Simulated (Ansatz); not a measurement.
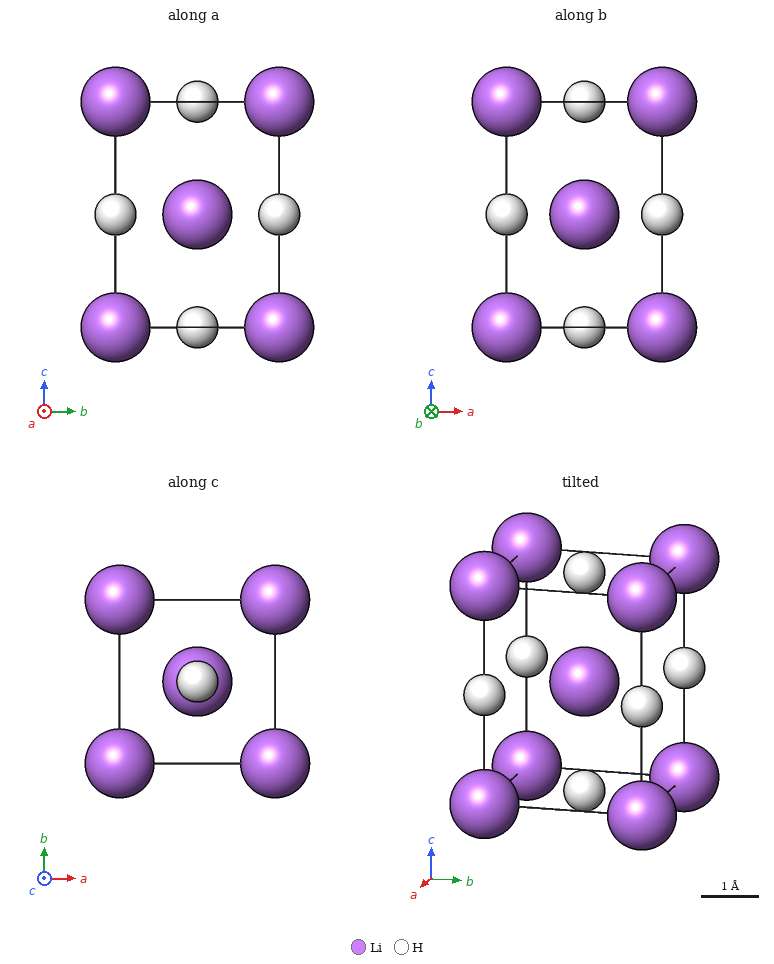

We look at a spheres-only model of the crystal along the a axis, along the b axis, along the c axis and slightly off an axis. The wireframe shows the conventional unit cell.

Lattice parameters: a = 2.7597 Å, b = 2.9056 Å, c = 4.0060 Å, α = 90.000°, β = 90.000°, γ = 90.000°.

> Convert the drawing into a CIF in P1 with every atom of the cell.

```cif
data_structure
_symmetry_space_group_name_H-M 'P 1'
_symmetry_Int_Tables_number 1
_cell_length_a 2.7597
_cell_length_b 2.9056
_cell_length_c 4.0060
_cell_angle_alpha 90.000
_cell_angle_beta 90.000
_cell_angle_gamma 90.000
_cell_volume 32.12
loop_
_atom_site_label
_atom_site_type_symbol
_atom_site_fract_x
_atom_site_fract_y
_atom_site_fract_z
_atom_site_occupancy
Li1 Li 0.0000 0.0000 0.0000 1
H1 H 0.0000 0.0000 0.5000 1
Li2 Li 0.5000 0.5000 0.5000 1
H2 H 0.5000 0.5000 0.0000 1
```

The model was built from a structure type filled with these elements by a generator (whether the compound takes this form wasn't checked). The cell was then strained or its atoms displaced on purpose. It was the input of a calculation with Ansatz.
